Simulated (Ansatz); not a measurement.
MoS2 (space group P6_3/mmc, No. 194). Coordinates: coordinates from a relaxation with DFT PBE, scalar-relativistic, plane waves, PAW (Ansatz 0.2.0).

Space group P6_3/mmc (No. 194). a = 3.185 Å, b = 3.185 Å, c = 14.808 Å, α = 90.00°, β = 90.00°, γ = 120.00°
```json
{"atom": "Mo", "site": "2d", "symmetry": "-6m2", "x": "0.6667", "y": "0.3333", "z": "0.2500"}
{"atom": "S", "site": "4f", "symmetry": "3m.", "x": "0.6667", "y": "0.3333", "z": "0.6445"}
```

Describe how the polyhedra about Mo are linked (bonds: Mo–S below 2.7 Å).

Mo: MoS6 trigonal prism, sharing edges with six neighbours.

They form layers of edge-sharing trigonal prisms parallel to (001).

Centre to centre across a shared edge: 3.19 Å.

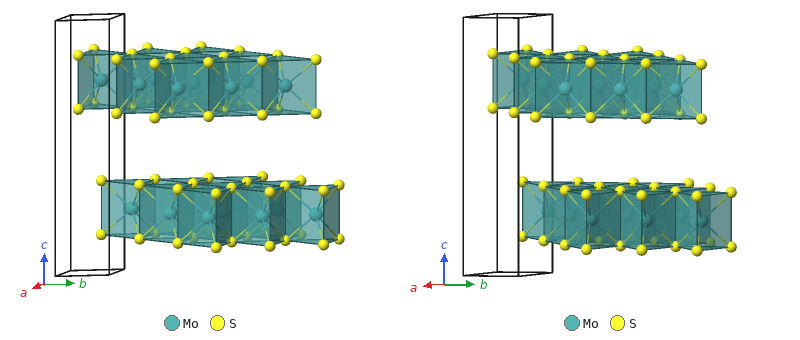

Polyhedra are drawn about Mo (bonds: Mo–S below 2.7 Å); other atoms are plain spheres. Two views of the same piece.
